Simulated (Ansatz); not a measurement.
## Electronic structure of Co (slab) in real space

Input file:

```
crystal:
  lattice:
    - [2.4564189009, 0.0, 0.0]
    - [-1.2282094505, 2.1273211705, 0.0]
    - [0.0, 0.0, 20.9694710922]
  atoms:
    - { symbol: Co, position: [0.6666666667, 0.3333333333, 0.4053511871], spin: 1.8 }
    - { symbol: Co, position: [0.3333333333, 0.6666666667, 0.4999973963], spin: 1.8 }
    - { symbol: Co, position: [0.6666666667, 0.3333333333, 0.5946488129], spin: 1.8 }
basis:
  ecutwfc: 420
kpoints:
  mp_grid: { grid: [12, 12, 1] }
hamiltonian:
  xc: pbesol
scf:
  occupations: { method: gaussian, width: 0.1 }
output:
  forces: true
  eigenvalues: true
  populations: true
  write_density: true
  write_potential: true
  elf: true
  volumetric_format: npy
magnetization:
  spin_polarized: true
relax:
  adjacent_minimum: "off"
  f_tol: 0.03
  max_steps: 70
  constraints: [{ sites: [0] }]
efield:
  axis: 3
  dipole_correction: true
  ramp_width: 0.04
```

Launched as:

```sh
ansatz run input.yaml --threads 1 --pin off --max-ram 2560MiB --backend cpu --events-out ev --progress --plain --runs-dir out
```

The fields are those of the relaxed geometry.

Spin-polarised.

Computed with DFT PBEsol, scalar-relativistic, plane waves, PAW (Ansatz 0.2.0).

Core electrons are frozen (PAW), and the valence fields are smoothed inside the atomic spheres.

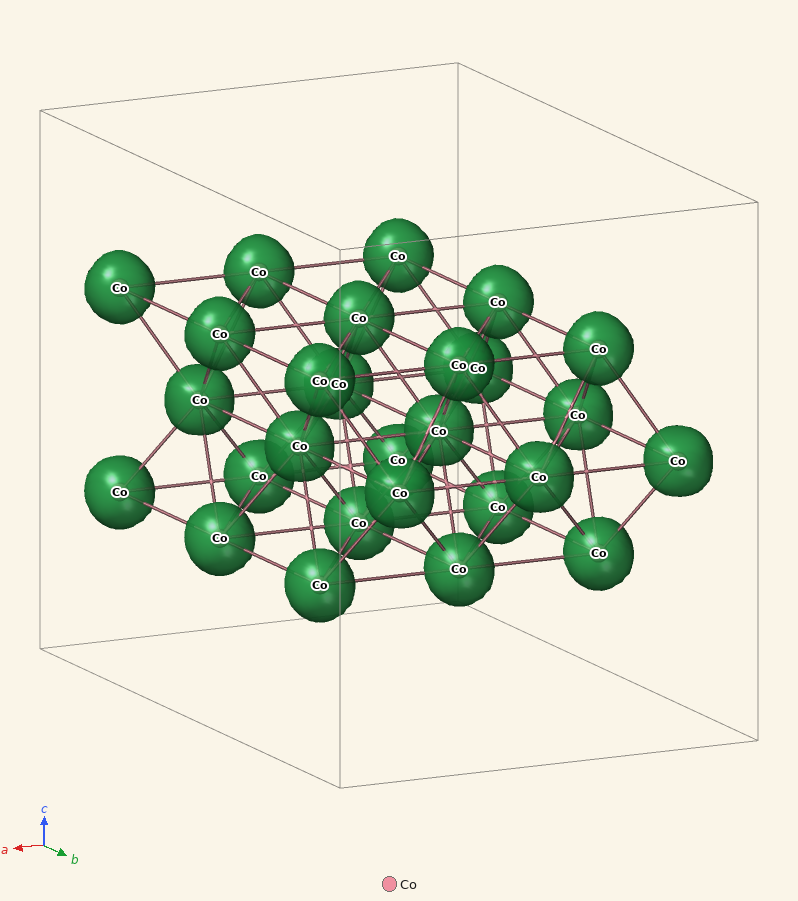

Figure 1. Isosurfaces of the spin density at +0.4 (green) and −0.4 e/Å³ (red), seen at an oblique angle. Sticks mark near contacts.

> Which atoms carry the moments, and with what signs?

The spin density sits on Co: +1.8 μB (×3) in one cell of 3 atoms: parallel moments (a ferromagnetic arrangement) in this solution. The cell of the calculation (3 atoms) carries 5.1 μB of net spin moment. Only one sign reaches the isovalue.

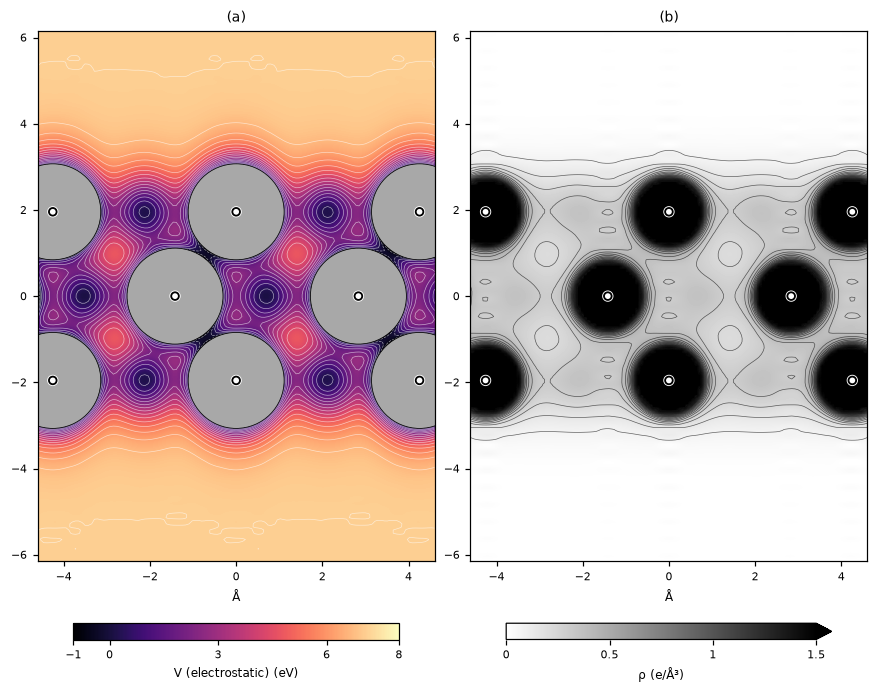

Figure 2. (a) electrostatic potential (local pseudopotential plus Hartree) felt by an electron; (b) valence charge density (pseudo) on the (110) plane of the calculation cell, a cut from vacuum to vacuum. Circles mark the nuclei in the plane (Co). Grey discs cover the atomic cores in the potential map.

> Interpret the plot.

- Atoms in the plane: Co.
- Co–Co (2.42 Å): ρ is about 0.39 e/Å³ halfway.
- The density dies away to nearly zero in the vacuum.
- Outside the cores the potential energy rises away from the atoms and is highest in the vacuum; its zero is arbitrary.

> Does the calculation make it a metal, or give it a gap?

It is metallic or semimetallic at this level of theory: no gap opens.
